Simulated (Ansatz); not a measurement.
Run report: TaN, single-point calculation (part 2 of 2)

The same run, continued: TaN (P-6m2, 2 atoms in the cell); DFT r2SCAN+U, scalar-relativistic, plane waves, PAW, Ueff = 3 eV on Ta atom 1 d, spin-polarised (Ansatz 0.2.0); cutoff 500 eV, 7×7×7 k-mesh, Gaussian smearing of 0.05 eV, collinear spins. The structure derives from an entry of the Crystallography Open Database. It belongs to a series of runs on one base structure; here: random orbitals: random, high filling.

Geometry of the input (Å; fractional positions):
```
2.9380  0.0000  0.0000
-1.4690  2.5444  0.0000
0.0000  0.0000  2.8830
Ta 0.3333  0.6667  0.5000
N  0.0000  0.0000  0.0000
```

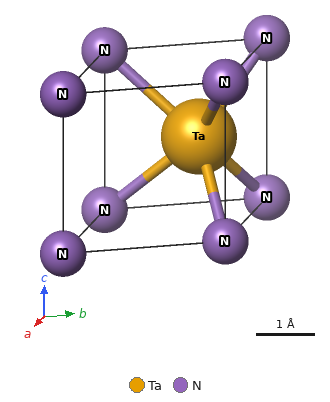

Fig. 1: The structure as given in the input (ball-and-stick view of the cell of the calculation, seen slightly off an axis).

What the program printed, continued:
```
SCF iter   1: F=—  HF=-10325.122153 eV  |F-HF|=—  |Δ(HF+E_count)|=         —  Δρ=8.11e-2 (↑8.11e-2 ↓8.10e-2)  dr2=6.81e-1  dr2_τ=1.48e-1  dr2_m=1.11e0  M=0.310 μB ∫|m|=0.636 μB  β_m=0.30  ethr=3.10e-3  ⟨swp⟩=6.1  Hψ=25138  notcnv=0
preconditioner: auto → none  [metal: Δε(μ)=0.051 eV  Ē_g=13.096 eV  σ=0.050 eV  W_gap=0.47  n_scr=8 (ndim 8)  ℏωp=25.3 eV  f_vac=0.000  D(μ)=0.56/eV (n_scr^D=0)  sad-step TF]
SCF iter   2: F=—  HF=-10325.595359 eV  |F-HF|=—  |Δ(HF+E_count)|=   4.73e-1  Δρ=5.91e-2 (↑5.86e-2 ↓5.91e-2)  dr2=3.27e-1  dr2_τ=1.15e-2  dr2_m=5.75e-1  M=0.255 μB ∫|m|=0.607 μB  β_m=0.30  ethr=3.10e-3  ⟨swp⟩=2.0  Hψ=8978  notcnv=0  defer=302  κ⁻¹=1.0e0(r=1)
SCF iter   3: F=—  HF=-10325.845634 eV  |F-HF|=—  |Δ(HF+E_count)|=   2.50e-1  Δρ=4.13e-2 (↑4.05e-2 ↓4.13e-2)  dr2=3.73e-2  dr2_τ=7.40e-3  dr2_m=3.11e-1  M=0.176 μB ∫|m|=0.564 μB  β_m=0.30  ethr=1.82e-3  ⟨swp⟩=2.1  Hψ=7587  notcnv=0  defer=302  κ⁻¹=1.1e-2(r=2)
SCF iter   4: F=—  HF=-10325.965512 eV  |F-HF|=—  |Δ(HF+E_count)|=   1.20e-1  Δρ=3.01e-2 (↑3.01e-2 ↓2.96e-2)  dr2=1.59e-2  dr2_τ=2.76e-3  dr2_m=1.72e-1  M=0.119 μB ∫|m|=0.529 μB  β_m=0.30  ethr=2.07e-4  ⟨swp⟩=2.9  Hψ=11184  notcnv=0  defer=320  κ⁻¹=1.5e-3(r=3)
SCF iter   5: F=—  HF=-10326.021989 eV  |F-HF|=—  |Δ(HF+E_count)|=   5.65e-2  Δρ=2.19e-2 (↑2.19e-2 ↓2.15e-2)  dr2=1.97e-3  dr2_τ=1.21e-3  dr2_m=9.28e-2  M=0.087 μB ∫|m|=0.516 μB  β_m=0.30  ethr=8.82e-5  ⟨swp⟩=2.3  Hψ=7580  notcnv=0  defer=322  κ⁻¹=2.3e-4(r=4)
SCF iter   6: F=—  HF=-10326.055769 eV  |F-HF|=—  |Δ(HF+E_count)|=   3.38e-2  Δρ=1.62e-2 (↑1.62e-2 ↓1.59e-2)  dr2=7.97e-4  dr2_τ=6.06e-4  dr2_m=5.07e-2  M=0.061 μB ∫|m|=0.507 μB  β_m=0.30  ethr=1.09e-5  ⟨swp⟩=2.2  Hψ=7019  notcnv=0  defer=322  κ⁻¹=7.0e-5(r=5)
Mixer restart at iter 6: flushing history
SCF iter   7: F=-10328.155913 eV  HF=-10327.074645 eV  |F-HF|=1.08e0  |Δ(HF+E_count)|=         —  Δρ=1.31e-2 (↑1.26e-2 ↓1.31e-2)  dr2=2.92e-3  dr2_τ=6.99e-4  dr2_m=3.16e-2  M=0.038 μB ∫|m|=0.430 μB  β_m=0.34  ethr=4.43e-6  ⟨swp⟩=2.9  Hψ=10586  notcnv=0  defer=322
Mixer restart at iter 7: flushing history
spin-set hold released at iteration 7 (site moments contracting): the magnetisation degrees of freedom join the quasi-Newton model from the next iteration; the mixer history was flushed
SCF iter   8: F=-10328.245337 eV  HF=-10327.642037 eV  |F-HF|=6.03e-1  |Δ(HF+E_count)|=   5.67e-1  Δρ=1.06e-2 (↑1.06e-2 ↓1.03e-2)  dr2=4.05e-3  dr2_τ=3.96e-4  dr2_m=1.96e-2  M=0.023 μB ∫|m|=0.366 μB  β_m=0.48  ethr=4.43e-6  ⟨swp⟩=2.7  Hψ=11538  notcnv=0  defer=321  κ⁻¹=1.0e0(r=1)
SCF iter   9: F=-10328.392662 eV  HF=-10328.371771 eV  |F-HF|=2.09e-2  |Δ(HF+E_count)|=   7.30e-1  Δρ=9.60e-3 (↑9.60e-3 ↓5.46e-3)  dr2=7.02e-3  dr2_τ=1.92e-4  dr2_m=7.76e-3  M=-0.000 μB ∫|m|=0.155 μB  β_m=0.30  ethr=4.43e-6  ⟨swp⟩=3.4  Hψ=12765  notcnv=0  defer=321  κ⁻¹=6.2e-4(r=2)
SCF iter  10: F=-10328.405613 eV  HF=-10328.400282 eV  |F-HF|=5.33e-3  |Δ(HF+E_count)|=   2.85e-2  Δρ=4.30e-3 (↑4.30e-3 ↓1.46e-3)  dr2=1.50e-3  dr2_τ=9.89e-5  dr2_m=1.17e-3  M=-0.001 μB ∫|m|=0.084 μB  β_m=0.67  ethr=4.43e-6  ⟨swp⟩=2.4  Hψ=13203  notcnv=0  defer=339  κ⁻¹=4.5e-4(r=3)
SCF iter  11: F=-10328.409689 eV  HF=-10328.408220 eV  |F-HF|=1.47e-3  |Δ(HF+E_count)|=   7.94e-3  Δρ=1.19e-3 (↑1.19e-3 ↓6.13e-4)  dr2=1.94e-4  dr2_τ=9.28e-6  dr2_m=7.99e-5  M=-0.001 μB ∫|m|=0.043 μB  β_m=0.30  ethr=4.43e-6  ⟨swp⟩=2.3  Hψ=10405  notcnv=0  defer=339  κ⁻¹=3.2e-4(r=4)
SCF iter  12: F=-10328.410361 eV  HF=-10328.409726 eV  |F-HF|=6.36e-4  |Δ(HF+E_count)|=   1.51e-3  Δρ=7.40e-4 (↑7.40e-4 ↓3.29e-4)  dr2=6.30e-5  dr2_τ=3.71e-6  dr2_m=3.20e-5  M=-0.001 μB ∫|m|=0.033 μB  β_m=0.35  ethr=1.08e-6  ⟨swp⟩=2.0  Hψ=8616  notcnv=0  defer=339  κ⁻¹=1.1e-4(r=5)
SCF iter  13: F=-10328.410900 eV  HF=-10328.410780 eV  |F-HF|=1.20e-4  |Δ(HF+E_count)|=   1.05e-3  Δρ=3.70e-4 (↑3.70e-4 ↓3.59e-4)  dr2=8.83e-6  dr2_τ=4.10e-7  dr2_m=2.11e-5  M=-0.000 μB ∫|m|=0.020 μB  β_m=0.30  ethr=3.50e-7  ⟨swp⟩=2.6  Hψ=7920  notcnv=0  defer=339  κ⁻¹=2.8e-5(r=6)
SCF iter  14: F=-10328.410998 eV  HF=-10328.410935 eV  |F-HF|=6.29e-5  |Δ(HF+E_count)|=   1.55e-4  Δρ=3.34e-4 (↑2.80e-4 ↓3.34e-4)  dr2=4.73e-6  dr2_τ=2.60e-7  dr2_m=1.64e-5  M=-0.000 μB ∫|m|=0.016 μB  β_m=0.30  ethr=4.90e-8  ⟨swp⟩=2.4  Hψ=7750  notcnv=0  defer=338  κ⁻¹=6.8e-6(r=7)
SCF iter  15: F=-10328.411078 eV  HF=-10328.411063 eV  |F-HF|=1.51e-5  |Δ(HF+E_count)|=   1.28e-4  Δρ=1.92e-4 (↑1.22e-4 ↓1.92e-4)  dr2=1.29e-6  dr2_τ=7.19e-8  dr2_m=4.48e-6  M=-0.000 μB ∫|m|=0.010 μB  β_m=0.30  ethr=2.63e-8  ⟨swp⟩=3.4  Hψ=9096  notcnv=0  defer=338  κ⁻¹=3.2e-7(r=8)
SCF iter  16: F=-10328.411093 eV  HF=-10328.411086 eV  |F-HF|=6.94e-6  |Δ(HF+E_count)|=   2.29e-5  Δρ=1.28e-4 (↑8.30e-5 ↓1.28e-4)  dr2=3.82e-7  dr2_τ=4.24e-8  dr2_m=2.05e-6  M=-0.000 μB ∫|m|=0.008 μB  β_m=0.30  ethr=7.18e-9  ⟨swp⟩=2.8  Hψ=7901  notcnv=0  defer=338  κ⁻¹=2.4e-7(r=8)
SCF iter  17: F=-10328.411104 eV  HF=-10328.411102 eV  |F-HF|=2.53e-6  |Δ(HF+E_count)|=   1.55e-5  Δρ=7.40e-5 (↑4.54e-5 ↓7.40e-5)  dr2=2.23e-7  dr2_τ=8.18e-9  dr2_m=6.39e-7  M=-0.000 μB ∫|m|=0.006 μB  β_m=0.30  ethr=2.12e-9  ⟨swp⟩=3.1  Hψ=9709  notcnv=0  defer=338  κ⁻¹=4.2e-6(r=8)
SCF iter  18: F=-10328.411110 eV  HF=-10328.411109 eV  |F-HF|=1.25e-6  |Δ(HF+E_count)|=   7.65e-6  Δρ=4.45e-5 (↑3.10e-5 ↓4.45e-5)  dr2=7.51e-8  dr2_τ=2.28e-9  dr2_m=2.44e-7  M=-0.000 μB ∫|m|=0.003 μB  β_m=0.53  ethr=5.56e-10  ⟨swp⟩=12.0  Hψ=37546  notcnv=0  κ⁻¹=3.9e-6(r=8)
SCF iter  19: F=-10328.411113 eV  HF=-10328.411112 eV  |F-HF|=5.54e-7  |Δ(HF+E_count)|=   2.84e-6  Δρ=2.68e-5 (↑1.92e-5 ↓2.68e-5)  dr2=2.18e-8  dr2_τ=1.13e-9  dr2_m=9.27e-8  M=-0.000 μB ∫|m|=0.002 μB  β_m=0.30  ethr=4.17e-10  ⟨swp⟩=10.2  Hψ=34285  notcnv=0  κ⁻¹=4.1e-5(r=8)
iter 20 did not close the SCF: its close was put off for a magnetic moment that had not settled (scf_convergence_deferred on its scf_iter line)
SCF iter  20: F=-10328.411114 eV  HF=-10328.411114 eV  |F-HF|=1.00e-7  |Δ(HF+E_count)|=   1.63e-6  Δρ=9.50e-6 (↑9.39e-6 ↓9.50e-6)  dr2=5.61e-9  dr2_τ=3.77e-10  dr2_m=1.56e-8  M=0.000 μB ∫|m|=0.001 μB  β_m=1.20  ethr=1.21e-10  ⟨swp⟩=10.2  Hψ=34737  notcnv=0  κ⁻¹=6.9e-6(r=8)
iter 21 did not close the SCF: its close was put off for a magnetic moment that had not settled (scf_convergence_deferred on its scf_iter line)
SCF iter  21: F=-10328.411114 eV  HF=-10328.411114 eV  |F-HF|=2.50e-8  |Δ(HF+E_count)|=   3.69e-7  Δρ=3.08e-6 (↑2.95e-6 ↓3.08e-6)  dr2=1.59e-9  dr2_τ=9.94e-11  dr2_m=8.64e-10  M=0.000 μB ∫|m|=0.000 μB  β_m=0.30  ethr=3.12e-11  ⟨swp⟩=6.8  Hψ=31355  notcnv=0  κ⁻¹=4.2e-5(r=8)
iter 22 did not close the SCF: its close was put off for a magnetic moment that had not settled (scf_convergence_deferred on its scf_iter line)
SCF iter  22: F=-10328.411114 eV  HF=-10328.411114 eV  |F-HF|=7.48e-9  |Δ(HF+E_count)|=   2.66e-8  Δρ=3.23e-6 (↑3.23e-6 ↓2.69e-6)  dr2=7.80e-10  dr2_τ=4.41e-11  dr2_m=1.39e-9  M=0.000 μB ∫|m|=0.000 μB  β_m=0.30  ethr=8.86e-12  ⟨swp⟩=5.1  Hψ=26200  notcnv=0  κ⁻¹=6.0e-5(r=8)
iter 23 did not close the SCF: its close was put off for a magnetic moment that had not settled (scf_convergence_deferred on its scf_iter line)
SCF iter  23: F=-10328.411114 eV  HF=-10328.411114 eV  |F-HF|=4.25e-9  |Δ(HF+E_count)|=   1.51e-9  Δρ=2.77e-6 (↑2.77e-6 ↓2.49e-6)  dr2=2.01e-10  dr2_τ=3.61e-11  dr2_m=1.26e-9  M=0.000 μB ∫|m|=0.000 μB  β_m=1.10  ethr=4.33e-12  ⟨swp⟩=5.0  Hψ=24322  notcnv=0  κ⁻¹=1.2e-4(r=8)
iter 24 did not close the SCF: its close was put off for a magnetic moment that had not settled (scf_convergence_deferred on its scf_iter line)
SCF iter  24: F=-10328.411114 eV  HF=-10328.411114 eV  |F-HF|=3.87e-10  |Δ(HF+E_count)|=   7.90e-9  Δρ=7.47e-7 (↑5.24e-7 ↓7.47e-7)  dr2=5.93e-11  dr2_τ=6.22e-12  dr2_m=4.66e-11  M=0.000 μB ∫|m|=0.000 μB  β_m=0.48  ethr=1.12e-12  ⟨swp⟩=4.9  Hψ=25587  notcnv=0  κ⁻¹=2.7e-4(r=8)
SCF iter  25: F=-10328.411114 eV  HF=-10328.411114 eV  |F-HF|=1.51e-10  |Δ(HF+E_count)|=  6.71e-10  Δρ=3.69e-7 (↑3.26e-7 ↓3.69e-7)  dr2=1.19e-11  dr2_τ=4.42e-13  dr2_m=1.55e-11  M=0.000 μB ∫|m|=0.000 μB  ethr=1.00e-12  ⟨swp⟩=4.9  Hψ=22337  notcnv=0
WARN: the starting moments were not kept: the SCF closed with an absolute magnetisation of 3.0e-5 μB, where they sum to 2 μB in size (1 site). That is at most 0.1 of that sum. Measured as dr2_m measures the in/out step, that magnetisation stands 3.1e-10 eV from none, at or under the dr2_threshold of 1.0e-7 eV: it is no larger than a step whose dr2_m would equal this threshold. The system may hold no moment; this SCF shows only that its start led to no more than that. To try another start: raise the starting moments (crystal.atoms[].spin, magnetization.per_species, magnetization.initial_magnetization, or on a non-collinear deck that types none of these the spinor_matrix: blocks that start its atoms; where the total moment is fixed, keep their sum and leave initial_magnetization as it is; typed ones take the place of any that the run laid by itself, positive ones on a crystal's lanthanoids without a Hubbard term where scf.initial_density.shell_occupations: [] is typed) or, if the notice of its spin-set hold's release reads "site moments contracting" or "site moments show no strong build", lengthen the hold (scf.mixing.spin_hold: { on: { confirm: 4 } }; for m-r²SCAN on two components see the key's manual first). Each may lead to a state that holds a moment. A second SCF, from the converged charge density, with the starting moments and any scf.initial_density.shell_occupations laid on it anew, would have followed, and was not run: the deck does not ask for one (magnetization.retry_lost_moments is false, the default). To let it run, set magnetization.retry_lost_moments: true and run the deck again, where that key's refused combinations let it; where memory then withholds it, that run's warning says so.
WARN: hamiltonian.hubbard: on 1 of 2 specified blocks the occupation matrix of this SCF's result fails the test of the specified filling. At site 0 ↑ (sites count from 0 in the list of atoms of the cell that this SCF solves) the least filled combination of the orbitals specified full has occupation 0.261, and the fullest combination of the orbitals specified empty has occupation 0.488; the filling counts as kept where the first is at least 0.75 and exceeds the second by more than 0.25. The state of this SCF's result may not hold the specified filling, though these bounds can also misjudge a state that does. This warning does not say which state is lower in energy, or whether the specified filling is a self-consistent state at all; see hamiltonian.hubbard.sites[].starting_ns, Limitations, and scf.initial_density.shell_occupations in the input reference
SCF 1 converged in 25 iterations: F = -10328.411114 eV  dr2 = 1.19e-11
  greatest PAW one-centre occupation: 0.998 electrons in one spin orbital (limit 2), on the Ta atom at site 0 (counted from 0), in its partial waves of l = 0
```

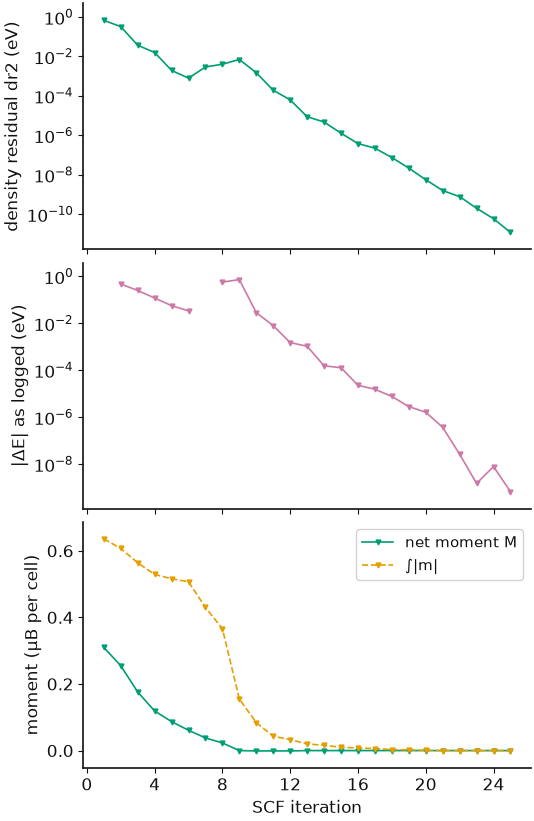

Fig. 2: Convergence of the self-consistent field: density residual dr2, size of the energy change and magnetic moment against the SCF iteration. The residual comes down, with one marked jump up, by a factor of about 4, at step 7. The net moment goes from 0.3 to 0.0 μB per cell, and ∫|m| falls to zero.

```
this state was not tested for a lower state beside it, because the mixer in use, unlike msr1, does not test its closes by its own steps (another_mixer; see scf.mixing.algorithm and scf.lower_state_search)
SCF converged after 25 iterations
Magnetization: 0.0000 μB (9.0000 up, 9.0000 down)
Absolute magnetization: 0.0000 μB (∫|ρ↑−ρ↓|, with the PAW one-centre terms)
Spin contamination: 0.0000 ħ² per cell (⟨S²⟩ above its minimum at these occupations)
Per-site moments (μB) at R_I (Å): [(1.8147975034010302e-6, 0.9182373180157438), (1.8231698019115158e-7, 0.9182373180157438)]
Free energy (F): -10328.411114 eV
Harris-Foulkes:  -10328.411114 eV  (|F-HF|=1.51e-10)
Internal energy: -10328.410666 eV  (E = F + TS)
E sigma→0 (E₀):  -10328.410890 eV
Entropy (-TS):   -0.000448 eV (-0.224 meV/atom)
Fermi energy:    20.405500 eV
--- Per-component energies (eV) ---
  E_band       = -67.265423
  E_kinetic    = 501.551269
  E_local      = -603.599018  (includes V_loc(G=0)·N_el)
  E_nonlocal   = 59.333388
  E_hartree    = 203.814876
  E_xc         = -265.948929
  E_vxc        = -308.650185  (∫ρ·V_xc dr)
  E_hubbard    = 3.363204  (on-site DFT+U / exact-exchange correction)
  E_vhub       = 1.196458  (the Hubbard potential's part of the band-sum identity)
  E_paw        = -8552.117403  (= ΣΔE_a)
  E_vpaw       = -140.527255  (= ΣTr[D̂ρ^β])
  E_aug_tail   = 0.000081  (compensation charges beyond the density's cutoff)
  E_vtau       = 15.800077  (kinetic-family band-sum trace: ∫τ·v_τ [+ j·A + Jᵃ·Aᵃ] dr)
  E_ewald      = -1674.022290
  E_core_change = -0.785845  (= ΣΔE_core)
  E_smearing   = -0.000448  (= −TS)
  E_closure    = 0.000000  (closes the sum)
  Σ components = -10328.411114   (vs F -10328.411114, Δ=0.00e0)
--- Specified on-site occupations, and those of the state reported ---
  electrons in the specified blocks: 2.1000 specified, 3.6866 found
  site 0 (l=d) ↑: largest change of an orbital's occupation 0.7088; electrons 2.0000 specified, 1.8433 found; spectral distance 0.8996
  site 0 (l=d) ↓: largest change of an orbital's occupation 0.4707; electrons 0.1000 specified, 1.8433 found; spectral distance 0.8065
--- Forces (eV/Å), atoms counted from 1 ---
  atom   1  Ta    -0.00000533    -0.00000458     0.00000017
  atom   2  N      0.00000187     0.00000250    -0.00000001
  max |Σ_I F_I| component: 3.47e-6 eV/Å
--- Stress (GPa, compression-positive) ---
        2.860268      -0.000226      -0.000001
       -0.000226       2.860842       0.000000
       -0.000001       0.000000       2.272949
  P = ⅓ Tr σ = 2.6647 GPa (26.647 kbar)
--- Band table (eV; the first three rows and the last of 344) ---
  k-point 0 ↑: bands = ["-50.3330", "-15.9717", "-15.7297", "-15.7297", "1.5495", "15.5646", "15.5646", "15.7837", "17.2000", "22.7059", "24.1122", "24.1122", "25.1203", "25.1203"]
  k-point 1 ↑: bands = ["-50.3229", "-16.1606", "-15.7145", "-15.7145", "1.9603", "14.5010", "15.7395", "15.7396", "18.2760", "22.6541", "22.6542", "23.4263", "25.8105", "25.8105"]
  k-point 2 ↑: bands = ["-50.3000", "-16.5651", "-15.6804", "-15.6804", "2.9769", "12.4201", "16.1563", "16.1563", "20.3859", "21.1247", "21.1248", "25.0636", "25.3761", "25.3761"]
  k-point 171 ↓: bands = ["-50.2485", "-16.5527", "-16.0131", "-16.0053", "3.6270", "12.6058", "14.6592", "15.8157", "18.3308", "22.1780", "24.2873", "25.3274", "26.7078", "29.2581"]
Occupation matrices written to [file]
--- Löwdin populations: 2 sites ---
  site symbol       q [e]    m [muB]
     0     Ta     12.1381     0.0000
     1      N      5.7682     0.0000
  spilling = 0.005204 (of n_electrons = 18.000000)
--- Occupation matrices: 1 shell (run DFT+U table (all-electron-ortho-atomic); ε = 1.12e-3) ---
  Ta0 d_5D: site group D3h (-6m2)
  Ta0 d_5D up     Tr n = 1.8433  λ = 0.261 0.261 0.416 0.416 0.491  [2× xz 0.50 E''(1.00) | 2× x2-y2 0.50 E'(1.00) | z2 1.00 A1'(1.00)]
  Ta0 d_5D dn     Tr n = 1.8433  λ = 0.261 0.261 0.416 0.416 0.491  [2× xz 0.50 E''(1.00) | 2× x2-y2 0.50 E'(1.00) | z2 1.00 A1'(1.00)]
  specified occupation → Ta0 d_5D up: matrix, ‖Δ‖_F = 1.1182, Tr Δ = +0.1567, displaced = 1.1887, d_λ = 0.8996; orbital distance = 1.5792
  specified occupation → Ta0 d_5D dn: matrix, ‖Δ‖_F = 0.8065, Tr Δ = -1.7433, displaced = 0.8717, d_λ = 0.8065; orbital distance = 0.0000
  Tr n, λ and their labels are of the run-group-symmetrised matrices; stabiliser: 24 of 24 elements of G0×{1,Θ} (closed), max defect 4.4e-5 at τ = 2.4e-4
```

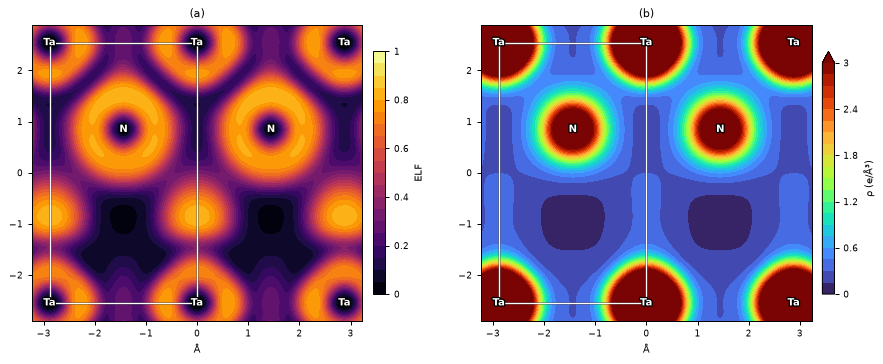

Fig. 3: (a) electron localisation function; (b) valence electron density on the (110) plane of the conventional cell. The section cuts through Ta and N sites. Ta–N (2.23 Å): ρ is about 0.53 e/Å³ halfway; the ELF is about 0.20 at the midpoint (a polar contact without a shared pair, in a metal). Ta–Ta (2.88 Å): ρ is about 0.29 e/Å³ halfway; the ELF is about 0.25 at the midpoint; no localised pair between them. Away from the nuclei the density in this plane falls to 0.08 e/Å³ at its lowest. The strong features right at Ta lie inside the PAW spheres (semicore, d or f shells) and say nothing about bonding. Core electrons are frozen (PAW), so the fields are smoothed inside the atomic spheres.

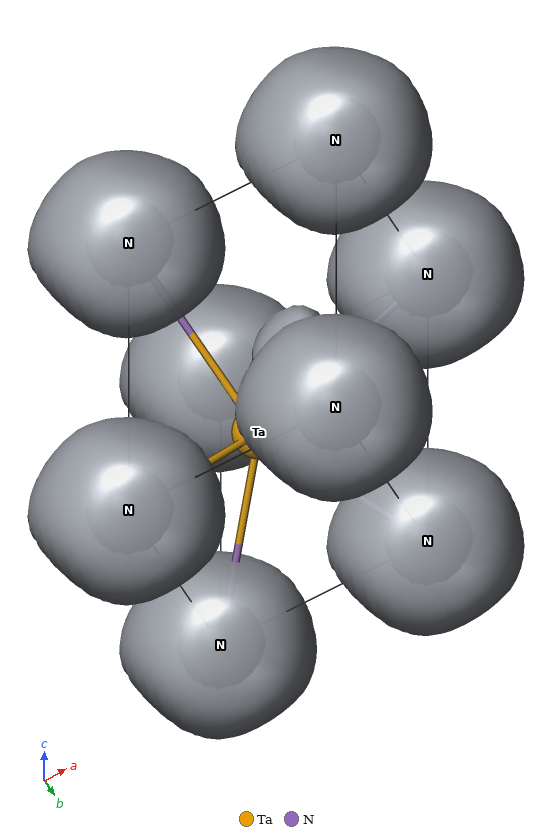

Fig. 4: Isosurface of the electron localisation function at 0.65 (grey), seen at an oblique angle. Core shells and regions of very low density are left out. Sticks mark near contacts. The outline is the cell set on symmetry axes. Along the contacts the grid gives the following. Ta–N (2.23 Å): the ELF is about 0.20 at the midpoint (no shared pair; the contact is polar). Ta–Ta (2.88 Å): the ELF is about 0.25 at the midpoint; no localised pair between them.
